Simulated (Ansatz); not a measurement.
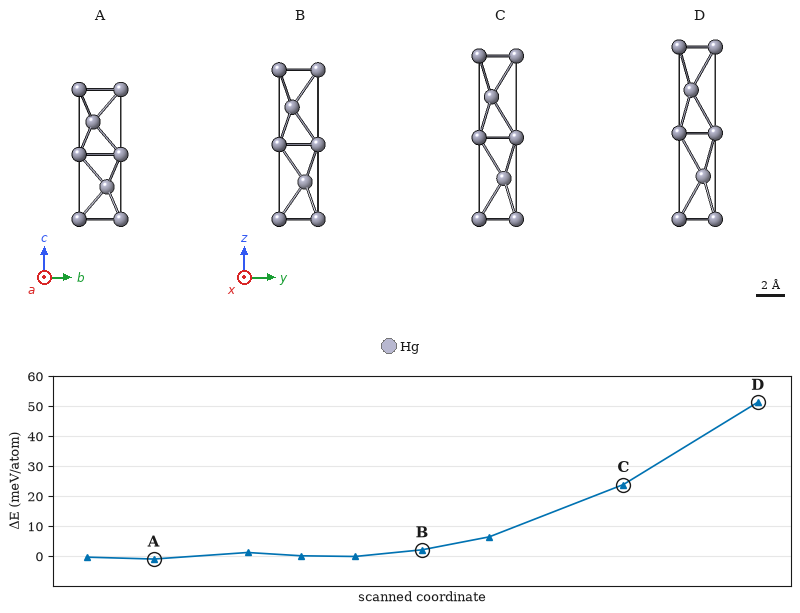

A scan of crystalline Hg (P6_3/mmc) along one coordinate. x, y and z are the Cartesian axes of the input. Style: ball-and-stick. Shown: the cell of the calculation, repeated 1 × 1 × 1 with one cell outlined, along the a axis.

Theory: DFT PBE+D3(BJ), scalar-relativistic, plane waves, PAW (Ansatz 0.2.0). Set-up: plane-wave cutoff 420 eV; k-point mesh 18 × 18 × 6; occupations gaussian; smearing width 0.15 eV; no spin polarisation. Energies (free energies at the smearing named) are counted from the relaxed crystal.

**What is being scanned?**

The ratio of the cell's length along z to its lengths across, counted as 1 for the reference, is changed at fixed volume (a c/a path), with the atoms kept at their fractional coordinates. In the frames the relative ratio is 0.85 (A), 1.05 (B), 1.20 (C), 1.30 (D). The lowest computed point lies at the relative ratio 0.85 (−0.9 meV/atom). Further local minima among the points: 1.00 (0.0 meV/atom). A local maximum lies at 0.92 (1.3 meV/atom). At the ends of the scan the energy is −0.2 meV/atom (0.80) and 51.4 meV/atom (1.30). The distortion keeps the space group P6_3/mmc. At the relative ratio 1.30 the cell of the drawing goes a 3.337 → 3.058 Å, b 3.337 → 3.058 Å, c 10.588 → 12.612 Å.
